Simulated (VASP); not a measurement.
**Geometry relaxation, with input and output: GaSb (part 1 of 2)**

The run: geometry relaxation of GaSb (2 atoms in the cell). Method and program: Kohn-Sham DFT of a periodic cell, PBE, VASP PAW PBE potentials, recommended, no spin polarisation (VASP 6.6.1).

The structure was built on a prototype by a generator; it need not be a known phase.

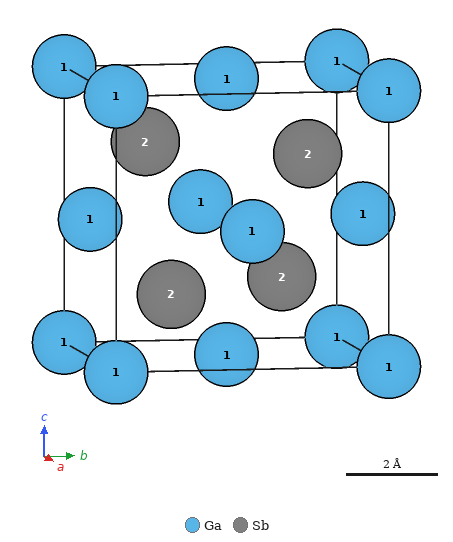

The starting structure (spheres-only view of the cell 4 times as large as that of the calculation, set on its symmetry axes, seen slightly off an axis; atoms are numbered from 1 in the order of the input).

## INCAR
```
SYSTEM = GaSb
PREC = Accurate
ENCUT = 600
EDIFF = 1E-6
ISMEAR = 0
SIGMA = 0.03
LREAL = .False.
LASPH = .True.
NELM = 80
ALGO = Normal
ISIF = 3
LWAVE = .False.
LCHARG = .False.
GGA = PE
IBRION = 2
NSW = 90
EDIFFG = -0.01
```

## KPOINTS
```
regular mesh
0
Gamma
  10 10 10
  0 0 0
```

## POSCAR
```
GaSb
1.0
    0.0000000000      3.0590000000      3.0590000000
    3.0590000000      0.0000000000      3.0590000000
    3.0590000000      3.0590000000      0.0000000000
Ga Sb
1 1
Direct
    0.0000000000      0.0000000000      0.0000000000
    0.2500000000      0.2500000000      0.2500000000
```

Hardware: 1 thread of Intel Xeon (Granite Rapids), 64 GiB of memory available, shared host.

Launched with:
```bash
cat potpaw_PBE.64/Ga_d/POTCAR potpaw_PBE.64/Sb/POTCAR > POTCAR
mpirun -np 1 vasp_std > vasp.out
```

## OSZICAR
```
N       E                     dE             d eps       ncg     rms          rms(c)
DAV:   1     0.814349108021E+02    0.81435E+02   -0.94475E+03  1246   0.186E+03
DAV:   2    -0.138013483159E+01   -0.82815E+02   -0.80784E+02  1342   0.335E+02
DAV:   3    -0.729328573675E+01   -0.59132E+01   -0.58638E+01  1522   0.747E+01
DAV:   4    -0.740257097180E+01   -0.10929E+00   -0.10923E+00  1427   0.111E+01
DAV:   5    -0.740556929418E+01   -0.29983E-02   -0.29983E-02  1554   0.163E+00    0.319E+00
DAV:   6    -0.736249873434E+01    0.43071E-01   -0.72282E-02  1700   0.483E+00    0.191E+00
DAV:   7    -0.734961711783E+01    0.12882E-01   -0.44089E-02  1372   0.195E+00    0.342E-01
DAV:   8    -0.735053957217E+01   -0.92245E-03   -0.48668E-03  1514   0.985E-01    0.777E-02
DAV:   9    -0.735100092284E+01   -0.46135E-03   -0.69740E-04  1348   0.242E-01    0.332E-02
DAV:  10    -0.735105398308E+01   -0.53060E-04   -0.67544E-05  1497   0.568E-02    0.127E-02
DAV:  11    -0.735106918419E+01   -0.15201E-04   -0.25556E-05  1302   0.459E-02    0.460E-03
DAV:  12    -0.735107035266E+01   -0.11685E-05   -0.18125E-06  1326   0.972E-03    0.161E-03
DAV:  13    -0.735107004249E+01    0.31017E-06   -0.12760E-07   701   0.443E-03
   1 F= -.73510700E+01 E0= -.73510508E+01  d E =-.735107E+01
       N       E                     dE             d eps       ncg     rms          rms(c)
DAV:   1    -0.792899628796E+01   -0.57793E+00   -0.82827E+00  1597   0.559E+01    0.419E+00
DAV:   2    -0.749758064247E+01    0.43142E+00   -0.74422E-01  1497   0.161E+01    0.201E+00
DAV:   3    -0.738132147179E+01    0.11626E+00   -0.18552E-01  1602   0.759E+00    0.361E-01
DAV:   4    -0.737067607654E+01    0.10645E-01   -0.17580E-02  1462   0.227E+00    0.138E-01
DAV:   5    -0.736984083780E+01    0.83524E-03   -0.12612E-03  1452   0.523E-01    0.535E-02
DAV:   6    -0.736971366748E+01    0.12717E-03   -0.47857E-04  1457   0.428E-01    0.171E-02
DAV:   7    -0.736971781706E+01   -0.41496E-05   -0.69169E-05  1543   0.148E-01    0.547E-03
DAV:   8    -0.736971851695E+01   -0.69988E-06   -0.10511E-05  1370   0.486E-02    0.976E-04
DAV:   9    -0.736971870117E+01   -0.18423E-06   -0.45363E-07   831   0.749E-03
   2 F= -.73697187E+01 E0= -.73696956E+01  d E =-.186487E-01
       N       E                     dE             d eps       ncg     rms          rms(c)
DAV:   1    -0.739698312691E+01   -0.27265E-01   -0.35645E-01  1587   0.106E+01    0.923E-01
DAV:   2    -0.737668570313E+01    0.20297E-01   -0.41674E-02  1522   0.417E+00    0.422E-01
DAV:   3    -0.737171724505E+01    0.49685E-02   -0.61382E-03  1625   0.133E+00    0.973E-02
DAV:   4    -0.737119347261E+01    0.52377E-03   -0.60671E-04  1408   0.367E-01    0.314E-02
DAV:   5    -0.737115124359E+01    0.42229E-04   -0.43172E-05  1435   0.910E-02    0.822E-03
DAV:   6    -0.737115051463E+01    0.72896E-06   -0.57040E-06  1397   0.424E-02
   3 F= -.73711505E+01 E0= -.73711274E+01  d E =-.200805E-01
```

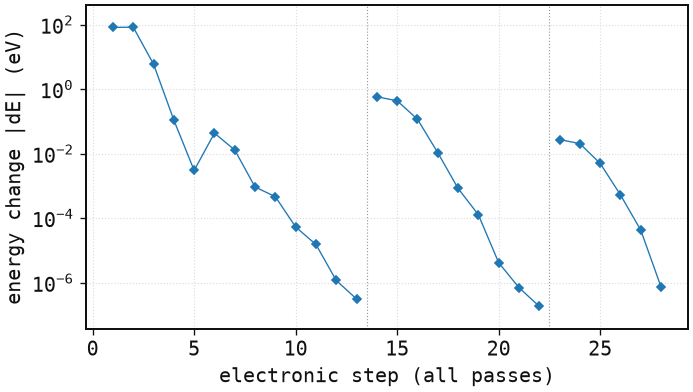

Convergence of the self-consistent field: energy change |dE| against the electronic step. Each stretch between dotted lines is the SCF of one geometry step of a relaxation. The 3 ionic steps take 6 to 13 electronic steps each. The density is held fixed in the first few steps, and dE rises again when its update begins.

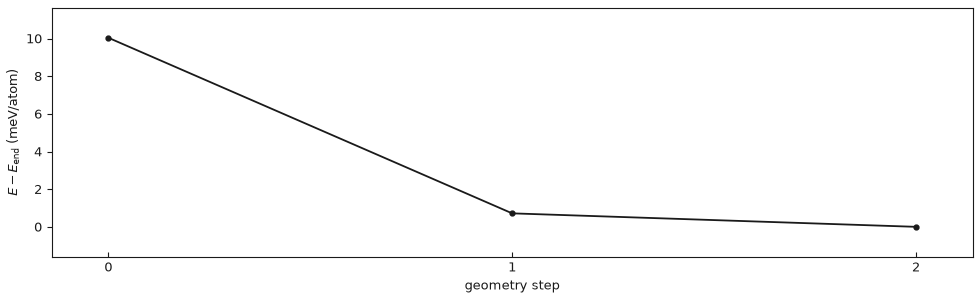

Progress of the relaxation, step by step (steps are counted from 0).

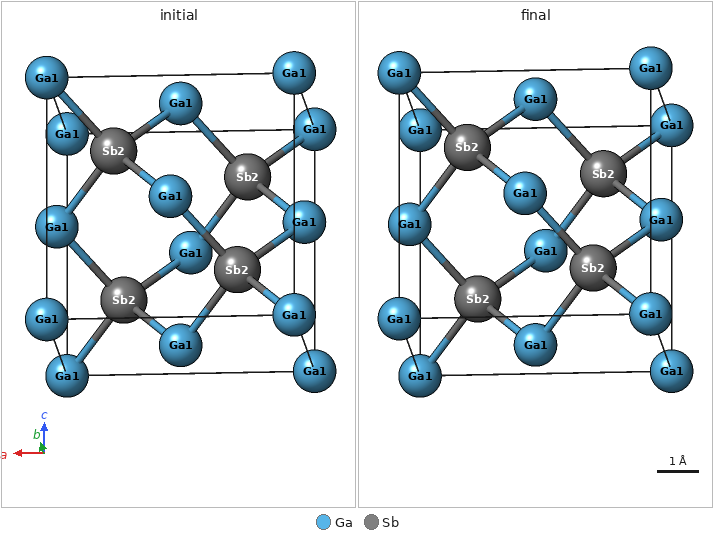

Before (left) and after (right) the relaxation, at one scale (ball-and-stick view of the cell 4 times as large as that of the calculation, set on its symmetry axes, seen at an oblique angle). After 2 geometry steps the energy has fallen by 10.0 meV per atom. All forces vanish by symmetry, so only the cell relaxes. The atoms keep their places relative to the cell (all moves are under 0.005 Å). The drawn cell changes as follows: a = b = c 6.118 → 6.217 Å (+1.6 %); the volume changes by +4.9 %. Distances before and after: Ga1–Sb2 2.649 → 2.692 Å. The space group stays F-43m (No. 216). (Atoms are counted from 1 in the order of the input.)

## Parts of OUTCAR
```
SYSTEM = GaSb
   PREC = Accurate
   ENCUT = 600
   EDIFF = 1E-6
   ISMEAR = 0
   LREAL = .False.
   LASPH = .True.
   NELM = 80
   ISIF = 3
   GGA = PE
   IBRION = 2
   NSW = 90
   EDIFFG = -0.01

 ion  position               nearest neighbor table
   1  0.000  0.000  0.000-   2 2.65   2 2.65   2 2.65   2 2.65
   2  0.250  0.250  0.250-   1 2.65   1 2.65   1 2.65   1 2.65

  LATTYP: Found a face centered cubic cell.
 ALAT       =     6.1180000000

  Lattice vectors:

 A1 = (   0.0000000000,   3.0590000000,   3.0590000000)
 A2 = (   3.0590000000,   0.0000000000,   3.0590000000)
 A3 = (   3.0590000000,   3.0590000000,   0.0000000000)

Analysis of symmetry for initial positions (statically):
=====================================================================
 Subroutine PRICEL returns:
 Original cell was already a primitive cell.

 Routine SETGRP: Setting up the symmetry group for a
 face centered cubic supercell.

 Subroutine GETGRP returns: Found 24 space group operations
 (whereof 24 operations were pure point group operations)
 out of a pool of 48 trial point group operations.

The static configuration has the point symmetry T_d .

Analysis of symmetry for dynamics (positions and initial velocities):
=====================================================================
 Subroutine PRICEL returns:
 Original cell was already a primitive cell.

 Routine SETGRP: Setting up the symmetry group for a
 face centered cubic supercell.

 Subroutine GETGRP returns: Found 24 space group operations
 (whereof 24 operations were pure point group operations)
 out of a pool of 48 trial point group operations.

The dynamic configuration has the point symmetry T_d .

 Subroutine INISYM returns: Found 24 space group operations
 (whereof 24 operations are pure point group operations),
 and found     1 'primitive' translations

----------------------------------------------------------------------------------------

                                     Primitive cell

  volume of cell :      57.2491

  direct lattice vectors                    reciprocal lattice vectors
     0.000000000  3.059000000  3.059000000    -0.163452109  0.163452109  0.163452109
     3.059000000  0.000000000  3.059000000     0.163452109 -0.163452109  0.163452109
     3.059000000  3.059000000  0.000000000     0.163452109  0.163452109 -0.163452109

  length of vectors
     4.326079287  4.326079287  4.326079287     0.283107357  0.283107357  0.283107357

  position of ions in fractional coordinates (direct lattice)
     0.000000000  0.000000000  0.000000000
     0.250000000  0.250000000  0.250000000

  ion indices of the primitive-cell ions
   primitive index   ion index
                 1           1
                 2           2

----------------------------------------------------------------------------------------

 KPOINTS: regular mesh

Automatic generation of k-mesh.
 Grid dimensions read from file:
 generate k-points for:   10   10   10

 Generating k-lattice:

  Cartesian coordinates                     Fractional coordinates (reciprocal lattice)
    -0.016345211  0.016345211  0.016345211     0.100000000  0.000000000  0.000000000
     0.016345211 -0.016345211  0.016345211     0.000000000  0.100000000  0.000000000
     0.016345211  0.016345211 -0.016345211     0.000000000  0.000000000  0.100000000

  Length of vectors
     0.028310736  0.028310736  0.028310736

  Shift w.r.t. Gamma in fractional coordinates (k-lattice)
     0.000000000  0.000000000  0.000000000

 Subroutine IBZKPT returns following result:
 ===========================================

 Found     47 irreducible k-points:

 Following reciprocal coordinates:
            Coordinates               Weight
  0.000000  0.000000  0.000000      1.000000
  0.100000  0.000000  0.000000      8.000000
  0.200000  0.000000  0.000000      8.000000
  0.300000  0.000000  0.000000      8.000000
  0.400000  0.000000  0.000000      8.000000
  0.500000  0.000000  0.000000      4.000000
  0.100000  0.100000  0.000000      6.000000
  0.200000  0.100000  0.000000     24.000000
  0.300000  0.100000  0.000000     24.000000
  0.400000  0.100000  0.000000     24.000000
  0.500000  0.100000  0.000000     24.000000
 -0.400000  0.100000  0.000000     24.000000
 -0.300000  0.100000  0.000000     24.000000
 -0.200000  0.100000  0.000000     24.000000
 -0.100000  0.100000  0.000000     12.000000
  0.200000  0.200000  0.000000      6.000000
  0.300000  0.200000  0.000000     24.000000
  0.400000  0.200000  0.000000     24.000000
  0.500000  0.200000  0.000000     24.000000
 -0.400000  0.200000  0.000000     24.000000
 -0.300000  0.200000  0.000000     24.000000
 -0.200000  0.200000  0.000000     12.000000
  0.300000  0.300000  0.000000      6.000000
  0.400000  0.300000  0.000000     24.000000
 [... further k-points ...]
   k-points           NKPTS =     47   k-points in BZ     NKDIM =     47   number of bands    NBANDS=     13
   number of dos      NEDOS =    301   number of ions     NIONS =      2
   total plane-waves  NPLWV =  46656
   dimension x,y,z NGX =    36 NGY =   36 NGZ =   36
   dimension x,y,z NGXF=    72 NGYF=   72 NGZF=   72
   ions per type =               1   1
   NGX,Y,Z   is equivalent  to a cutoff of  13.83, 13.83, 13.83 a.u.
   NGXF,Y,Z  is equivalent  to a cutoff of  27.67, 27.67, 27.67 a.u.
 SYSTEM =  GaSb
   PREC   = accura    normal or accurate (medium, high low for compatibility)
   ISTART =      0    job   : 0-new  1-cont  2-samecut
   ICHARG =      2    charge: 1-file 2-atom 10-const
   ISPIN  =      1    spin polarized calculation?
   LNONCOLLINEAR =      F non collinear calculations
   LSORBIT =      F    spin-orbit coupling
   LASPH  =      T    aspherical Exc in radial PAW
   ENCUT  =  600.0 eV  44.10 Ry    6.64 a.u.   8.64  8.64  8.64*2*pi/ulx,y,z
   NELM   =     80;   NELMIN=  2; NELMDL= -5     # of ELM steps
   EDIFF  = 0.1E-05   stopping-criterion for ELM
   LREAL  =      F    real-space projection
   EDIFFG = -.1E-01   stopping-criterion for IOM
   NSW    =     90    number of steps for IOM
   IBRION =      2    ionic relax: 0-MD 1-quasi-New 2-CG
   NFREE  =      1    steps in history (QN), initial steepest desc. (CG)
   ISIF   =      3    stress and relaxation
   ISYM   =      2    0-nonsym 1-usesym 2-fastsym
   POTIM  = 0.5000    time-step for ionic-motion
   TEBEG  =    0.0;   TEEND  =   0.0 temperature during run
   PSTRESS=    0.0 pullay stress
   NELECT =      18.0000    total number of electrons
   NUPDOWN=      -1.0000    fix difference up-down
   EMIN   =  10.00;   EMAX   =-10.00  energy-range for DOS
   EFERMI =   0.00;   METHOD = LEGACY
   ISMEAR =     0;   SIGMA  =   0.03  broadening in eV -4-tet -1-fermi 0-gaus
   EFERMI_NEDOS =   21; number of points for ismear=-14 and -15
   IALGO  =     38    algorithm
   IMIX   =      4    mixing-type and parameters
     AMIX     =   0.40;   BMIX     =  1.00
     AMIX_MAG =   1.60;   BMIX_MAG =  1.00
  volume/ion in A,a.u.               =      28.62       193.17
  Fermi-wavevector in a.u.,A,eV,Ry     =   1.113208  2.103657 16.860766  1.239231
  Thomas-Fermi vector in A             =   2.249790
   LORBIT       =      0    0 simple, 1 ext, 2 COOP (PROOUT), +10 PAW based schemes
   GGA     = PE    functional components
   LHFCALC =     F    Hartree Fock is set to
   AEXX    =    0.0000 exact exchange contribution
   IVDW    =     0    specifies the selected vdW correction
   LEPSILON=     F    determine dielectric tensor
   LRPA    =     F    only Hartree local field effects (RPA)
 conjugate gradient relaxation of ions
 non-spin polarized calculation
 Gauss-broadening in eV      SIGMA  =   0.03
  energy-cutoff  :      600.00
  volume of cell :       57.25
 maximum number of plane-waves:      1925
   NGX = 17   NGY = 17   NGZ = 17

--------------------------------------- Ionic step        1  -------------------------------------------

 number of electron      18.0000006 magnetization

 Free energy of the ion-electron system (eV)
  ---------------------------------------------------
  ext. energy  EPLUGINS =         0.00000000
  ---------------------------------------------------
  free energy    TOTEN  =        -7.35107004 eV

  energy without entropy =       -7.35103146  energy(sigma->0) =       -7.35105075

 E-fermi :   4.8959     XC(G=0):  -9.0893     alpha+bet :-10.0843

 val. band max:        4.8694818482   @ k =   0.0000   0.0000   0.0000
 cond. band min:       4.9058020190   @ k =   0.0000   0.0000   0.0000
 fundamental gap:      0.0363201708
 Fermi energy:         4.8958803672
```
